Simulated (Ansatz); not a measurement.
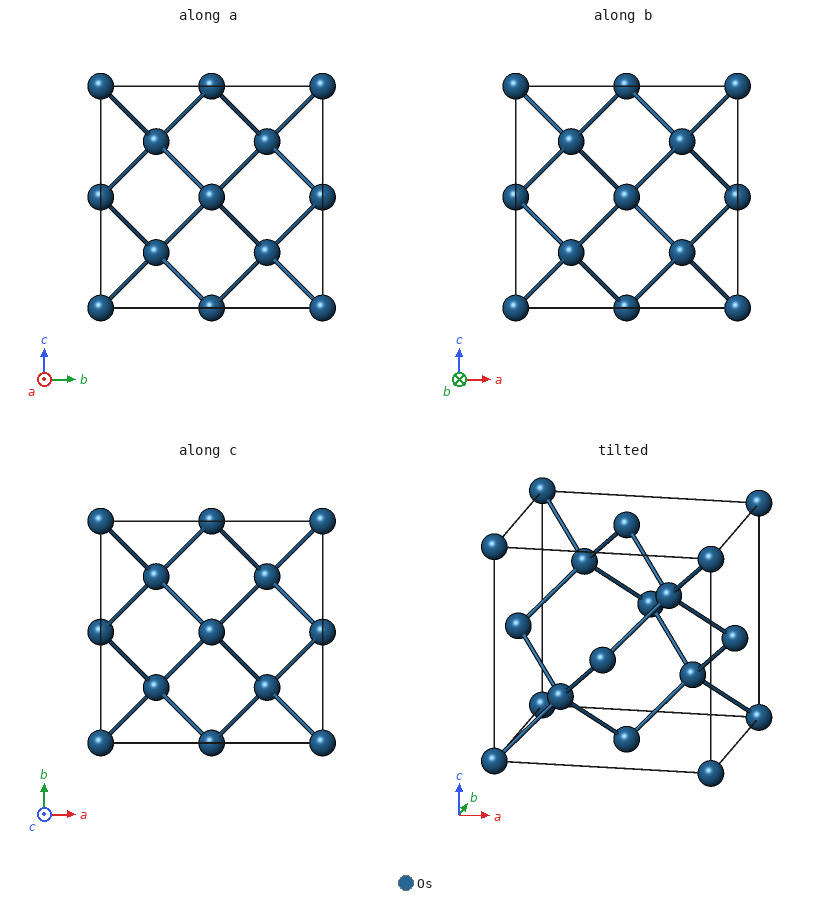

The image is a ball-and-stick drawing of a crystal, viewed along the a axis, along the b axis, along the c axis and slightly off an axis. The conventional unit cell is outlined; an atom on or near a face, edge or corner is repeated at each equivalent position.

Lattice parameters: a = 5.5052 Å, b = 5.5052 Å, c = 5.5052 Å, α = 90.000°, β = 90.000°, γ = 90.000°.

Q: Write down what is shown as a CIF with its space group and independent sites.

A:
```cif
data_structure
_symmetry_space_group_name_H-M 'F d -3 m :1'
_symmetry_Int_Tables_number 227
_cell_length_a 5.5052
_cell_length_b 5.5052
_cell_length_c 5.5052
_cell_angle_alpha 90.000
_cell_angle_beta 90.000
_cell_angle_gamma 90.000
_cell_volume 166.85
loop_
_atom_site_label
_atom_site_type_symbol
_atom_site_symmetry_multiplicity
_atom_site_Wyckoff_symbol
_atom_site_fract_x
_atom_site_fract_y
_atom_site_fract_z
_atom_site_occupancy
Os1 Os 8 a 0.2500 0.7500 0.7500 1
```

Provenance: a structure type filled with this element by a generator (whether the element takes this form wasn't checked). Earlier steps of the study may have refined or changed the cell and positions. A calculation with Ansatz used it as input.

At this level of theory the cell isn't at rest (compressed, at 9 GPa), so its distances can differ from those at equilibrium, the more so the softer the solid.
